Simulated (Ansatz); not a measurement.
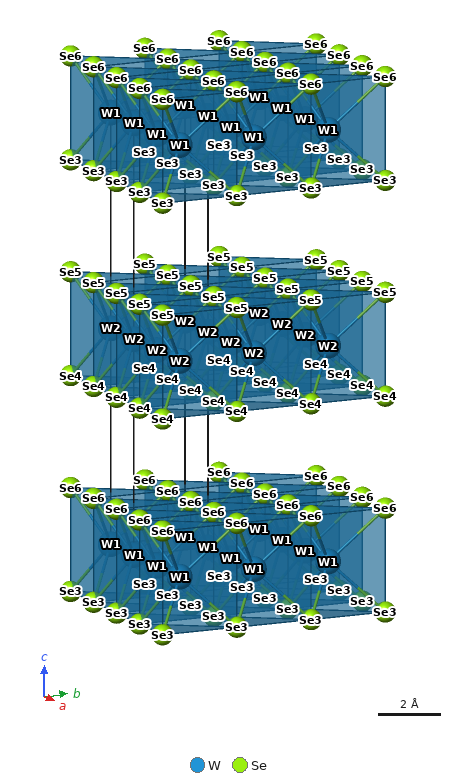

Figure 1. The input geometry of run A (polyhedral view of the reduced cell, repeated 3 × 2 × 1, seen slightly off an axis; polyhedra are completed across the faces of the cell; atoms are numbered from 1 in the order of the input). An atom can appear more than once, as a periodic image.

# Two runs on WSe$_{2}$

System: WSe$_{2}$ (P-6m2, 6 atoms in the cell).
Method of run A: DFT PBE+D3(BJ), scalar-relativistic, plane waves, PAW, PAW set soft_1, no spin polarisation (Ansatz 0.2.0).

The structure derives from a Materials Project entry. Text and figures count atoms from 1; the logs count them from 0 in places.

Input, run A:
```yaml
crystal:
  lattice:
    - [-3.2789854852, 0.0, 0.0]
    - [-1.6394927426, -2.8396847288, 0.0]
    - [0.0, 0.0, 14.0112373504]
  atoms:
    - { symbol: W, position: [0.0, 0.0, 0.0] }
    - { symbol: W, position: [0.0, 0.0, 0.5] }
    - { symbol: Se, position: [0.3333333333, 0.3333333333, 0.1202764262] }
    - { symbol: Se, position: [0.3333333333, 0.3333333333, 0.6202764262] }
    - { symbol: Se, position: [0.3333333333, 0.3333333333, 0.3797235738] }
    - { symbol: Se, position: [0.3333333333, 0.3333333333, 0.8797235738] }
basis:
  ecutwfc: 420
kpoints:
  mp_grid: { grid: [9, 9, 2] }
hamiltonian:
  xc: pbe
  pseudopotentials: { kind: paw, azcp: { folder: soft_1 } }
  dispersion: d3bj
scf:
  occupations: { method: gaussian, width: 0.05 }
output:
  forces: true
  stress: true
  eigenvalues: true
  write_density: true
  write_potential: true
  elf: true
  volumetric_format: npy
```

Launched with:
```bash
ansatz run input.yaml --threads 2 --pin off --max-ram 4096MiB --backend cpu --events-out ev --progress --plain --runs-dir out
```

Hardware: 2 threads of Arm Neoverse N1, 98 GiB of memory available, shared host.

Output, shortened to warnings, some set-up lines, iterations and results (run A):
```
Basis set: ecut = 420 eV, 2627 PW (Γ), exchange–correlation on 48×48×192 points (8 copies of the dense FFT grid, shifted against one another)
Symmetry: 24 space group operations
k-points: 24 of 162 (time reversal used)
Initial density: superposition of atomic densities (chi_scale 0.1, normalization cell, long waves kept (reshape's long-wave potential 0.05 eV rms))
[...]
SCF iter   1: F=—  HF=-42655.120020 eV  |F-HF|=—  |Δ(HF+E_count)|=         —  Δρ=3.49e-2  dr2=6.01e0  ethr=3.10e-3  ⟨swp⟩=6.9  Hψ=4959  notcnv=0  defer=3
SCF iter   2: F=—  HF=-42654.259561 eV  |F-HF|=—  |Δ(HF+E_count)|=   8.60e-1  Δρ=2.21e-2  dr2=8.78e-1  ethr=3.10e-3  ⟨swp⟩=2.6  Hψ=1905  notcnv=0  defer=58
SCF iter   3: F=—  HF=-42654.064898 eV  |F-HF|=—  |Δ(HF+E_count)|=   1.95e-1  Δρ=8.78e-3  dr2=3.11e-1  ethr=9.54e-4  ⟨swp⟩=2.0  Hψ=1807  notcnv=0  defer=58
SCF iter   4: F=—  HF=-42654.011028 eV  |F-HF|=—  |Δ(HF+E_count)|=   5.39e-2  Δρ=2.53e-3  dr2=1.41e-2  ethr=3.38e-4  ⟨swp⟩=2.3  Hψ=1811  notcnv=0  defer=58
SCF iter   5: F=—  HF=-42654.013766 eV  |F-HF|=—  |Δ(HF+E_count)|=   2.74e-3  Δρ=1.11e-3  dr2=3.38e-3  ethr=1.54e-5  ⟨swp⟩=2.0  Hψ=2645  notcnv=0  defer=58
SCF iter   6: F=—  HF=-42654.015916 eV  |F-HF|=—  |Δ(HF+E_count)|=   2.15e-3  Δρ=4.94e-4  dr2=4.00e-4  ethr=3.67e-6  ⟨swp⟩=2.0  Hψ=2353  notcnv=0  defer=58
SCF iter   7: F=—  HF=-42654.016768 eV  |F-HF|=—  |Δ(HF+E_count)|=   8.52e-4  Δρ=1.18e-4  dr2=1.65e-5  ethr=4.35e-7  ⟨swp⟩=2.2  Hψ=1732  notcnv=0  defer=58
SCF iter   8: F=—  HF=-42654.016806 eV  |F-HF|=—  |Δ(HF+E_count)|=   3.77e-5  Δρ=3.52e-5  dr2=1.69e-6  ethr=1.79e-8  ⟨swp⟩=2.2  Hψ=2374  notcnv=0  defer=58
SCF iter   9: F=—  HF=-42654.016812 eV  |F-HF|=—  |Δ(HF+E_count)|=   6.31e-6  Δρ=1.04e-5  dr2=1.23e-7  ethr=1.84e-9  ⟨swp⟩=2.6  Hψ=1782  notcnv=0  defer=58
SCF iter  10: F=-42654.016813 eV  HF=-42654.016813 eV  |F-HF|=4.85e-9  |Δ(HF+E_count)|=   9.93e-8  Δρ=1.81e-6  dr2=3.64e-9  ethr=1.09e-10  ⟨swp⟩=15.6  Hψ=9233  notcnv=0
SCF 1 converged in 10 iterations: F = -42654.016813 eV  dr2 = 3.64e-9
SCF converged after 10 iterations
Free energy (F): -42654.016813 eV
Harris-Foulkes:  -42654.016813 eV  (|F-HF|=4.85e-9)
Internal energy: -42654.016813 eV  (E = F + TS)
E sigma→0 (E₀):  -42654.016813 eV
Fermi energy:    11.843924 eV
--- Per-component energies (eV) ---
  E_band       = -1823.715180
  E_kinetic    = 1289.819561
  E_local      = -13716.530917  (includes V_loc(G=0)·N_el)
  E_nonlocal   = -1467.690287
  E_hartree    = 6986.474916
  E_xc         = -877.771202
  E_vxc        = -827.010920  (∫ρ·V_xc dr)
  E_paw        = -25674.953374  (= ΣΔE_a)
  E_vpaw       = -1075.251863  (= ΣTr[D̂ρ^β])
  E_aug_tail   = -0.001217  (compensation charges beyond the density's cutoff)
  E_ewald      = -9190.771788
  E_disp       = -2.592504  (pairwise vdW)
  E_smearing   = -0.000000  (= −TS)
  E_closure    = -0.000000  (closes the sum)
  Σ components = -42654.016813   (vs F -42654.016813, Δ=0.00e0)
--- Forces (eV/Å), atoms counted from 1 ---
  atom   1  W      0.00000000     0.00000000     0.00000000
  atom   2  W     -0.00000000     0.00000000     0.00000000
  atom   3  Se    -0.00000000    -0.00000000    -0.00012073
  atom   4  Se    -0.00000000    -0.00000000    -0.00012073
  atom   5  Se    -0.00000000    -0.00000000     0.00012073
  atom   6  Se     0.00000000    -0.00000000     0.00012073
  max |Σ_I F_I| component: 2.17e-16 eV/Å
--- Stress (GPa, compression-positive) ---
       -0.000048       0.000000       0.000000
        0.000000      -0.000048       0.000000
        0.000000       0.000000      -0.004211
  P = ⅓ Tr σ = -0.0014 GPa (-0.014 kbar)
```

For run B the input was changed thus:
```diff
-basis:
-  ecutwfc: 420
-  mp_grid: { grid: [9, 9, 2] }
+  mp_grid: { grid: [11, 11, 2] }
+  mixing: { algorithm: anderson, beta: 0.05 }
-  write_density: true
-  write_potential: true
-  elf: true
-  volumetric_format: npy
```

How does run B compare with run A?

The free energy of run B is 0.05 meV per atom lower, the joint effect of these numerical settings, which can't be told apart here. The gap on the mesh goes from 1.34 to 1.25 eV. The SCF takes 19 iterations against 10. The irreducible k-points go from 24 to 32. On the same kind of shared host run B took about 1.6 times as long.

Output, shortened to warnings, some set-up lines, iterations and results (run B):
```
Basis set: ecut = 420 eV, 2627 PW (Γ), exchange–correlation on 48×48×192 points (8 copies of the dense FFT grid, shifted against one another)
Symmetry: 24 space group operations
k-points: 32 of 242 (time reversal used)
Initial density: superposition of atomic densities (chi_scale 0.1, normalization cell, long waves kept (reshape's long-wave potential 0.05 eV rms))
[...]
SCF iter   1: F=—  HF=-42655.120443 eV  |F-HF|=—  |Δ(HF+E_count)|=         —  Δρ=3.49e-2  dr2=6.01e0  ethr=3.10e-3  ⟨swp⟩=7.0  Hψ=6656  notcnv=0
SCF iter   2: F=—  HF=-42654.979602 eV  |F-HF|=—  |Δ(HF+E_count)|=   1.41e-1  Δρ=3.30e-2  dr2=5.17e0  ethr=3.10e-3  ⟨swp⟩=1.0  Hψ=2080  notcnv=0  defer=2  κ⁻¹=1.0e0(r=1)
SCF iter   3: F=—  HF=-42654.207858 eV  |F-HF|=—  |Δ(HF+E_count)|=   7.72e-1  Δρ=2.09e-2  dr2=6.99e-1  ethr=3.10e-3  ⟨swp⟩=2.8  Hψ=2505  notcnv=0  κ⁻¹=8.2e-6(r=2)
SCF iter   4: F=—  HF=-42654.136417 eV  |F-HF|=—  |Δ(HF+E_count)|=   7.14e-2  Δρ=1.46e-2  dr2=5.12e-1  ethr=7.60e-4  ⟨swp⟩=2.0  Hψ=2277  notcnv=0  defer=62  κ⁻¹=1.3e-6(r=3)
SCF iter   5: F=—  HF=-42654.042382 eV  |F-HF|=—  |Δ(HF+E_count)|=   9.40e-2  Δρ=7.97e-3  dr2=1.23e-1  ethr=5.56e-4  ⟨swp⟩=3.0  Hψ=2908  notcnv=0  defer=30  κ⁻¹=4.6e-7(r=4)
[... 10 lines ...]
SCF iter  16: F=—  HF=-42654.017105 eV  |F-HF|=—  |Δ(HF+E_count)|=   2.97e-6  Δρ=4.21e-5  dr2=1.92e-6  ethr=2.30e-9  ⟨swp⟩=2.7  Hψ=3214  notcnv=0  defer=38  κ⁻¹=1.4e-7(r=7)
SCF iter  17: F=—  HF=-42654.017104 eV  |F-HF|=—  |Δ(HF+E_count)|=   7.41e-7  Δρ=1.25e-5  dr2=2.15e-7  ethr=2.09e-9  ⟨swp⟩=2.0  Hψ=2993  notcnv=0  defer=38  κ⁻¹=1.5e-8(r=7)
SCF iter  18: F=—  HF=-42654.017104 eV  |F-HF|=—  |Δ(HF+E_count)|=   1.22e-7  Δρ=1.03e-5  dr2=9.04e-8  ethr=1.09e-10  ⟨swp⟩=8.5  Hψ=7278  notcnv=0  κ⁻¹=2.5e-7(r=7)
SCF iter  19: F=-42654.017104 eV  HF=-42654.017104 eV  |F-HF|=1.06e-7  |Δ(HF+E_count)|=   7.75e-8  Δρ=7.93e-6  dr2=4.21e-8  ethr=9.83e-11  ⟨swp⟩=5.1  Hψ=6716  notcnv=0
SCF 1 converged in 19 iterations: F = -42654.017104 eV  dr2 = 4.21e-8
SCF converged after 19 iterations
Stability not checked: this state was not tested for a lower state beside it, because the mixer in use, unlike msr1, does not test its closes by its own steps (another_mixer; see scf.mixing.algorithm and scf.lower_state_search)
Free energy (F): -42654.017104 eV
Harris-Foulkes:  -42654.017104 eV  (|F-HF|=1.06e-7)
Internal energy: -42654.017104 eV  (E = F + TS)
E sigma→0 (E₀):  -42654.017104 eV
Fermi energy:    11.800334 eV
--- Per-component energies (eV) ---
  E_band       = -1823.706300
  E_kinetic    = 1289.817924
  E_local      = -13716.526870  (includes V_loc(G=0)·N_el)
  E_nonlocal   = -1467.686862
  E_hartree    = 6986.471920
  E_xc         = -877.771130
  E_vxc        = -827.010837  (∫ρ·V_xc dr)
  E_paw        = -25674.956577  (= ΣΔE_a)
  E_vpaw       = -1075.240530  (= ΣTr[D̂ρ^β])
  E_aug_tail   = -0.001217  (compensation charges beyond the density's cutoff)
  E_ewald      = -9190.771788
  E_disp       = -2.592504  (pairwise vdW)
  E_smearing   = -0.000000  (= −TS)
  E_closure    = 0.000000  (closes the sum)
  Σ components = -42654.017104   (vs F -42654.017104, Δ=0.00e0)
--- Forces (eV/Å), atoms counted from 1 ---
  atom   1  W      0.00000000     0.00000000     0.00000000
  atom   2  W     -0.00000000     0.00000000     0.00000000
  atom   3  Se    -0.00000000    -0.00000000    -0.00040843
  atom   4  Se    -0.00000000    -0.00000000    -0.00040843
  atom   5  Se    -0.00000000    -0.00000000     0.00040843
  atom   6  Se    -0.00000000    -0.00000000     0.00040843
  max |Σ_I F_I| component: 2.57e-16 eV/Å
--- Stress (GPa, compression-positive) ---
        0.000660      -0.000000       0.000000
        0.000000       0.000660       0.000000
        0.000000       0.000000      -0.007303
  P = ⅓ Tr σ = -0.0020 GPa (-0.020 kbar)
```

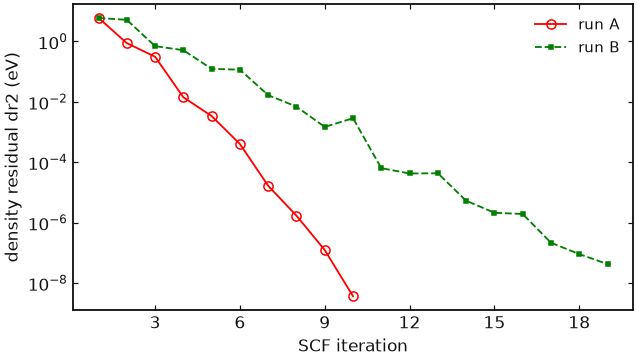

Figure 2. Convergence of the two runs: density residual dr2 against the SCF iteration. Run A takes 10 iterations in all, and run B takes 19.

The two runs side by side:

| quantity | run A | run B |
| --- | --- | --- |
| outcome | converged | converged |
| free energy per atom (eV) | −7109.0028 | −7109.0029 |
| gap on the mesh (eV) | 1.34 | 1.25 |
| pressure (GPa) | 0.00 | 0.00 |
| largest force (eV/Å) | 0.000 | 0.000 |
| SCF iterations | 10 | 19 |
| irreducible k-points | 24 | 32 |
| plane waves at Γ | 2627 | 2627 |
| wall time (shared host) | 21 s | 35 s |

For both runs: Spin–orbit coupling is left out, which matters for W.
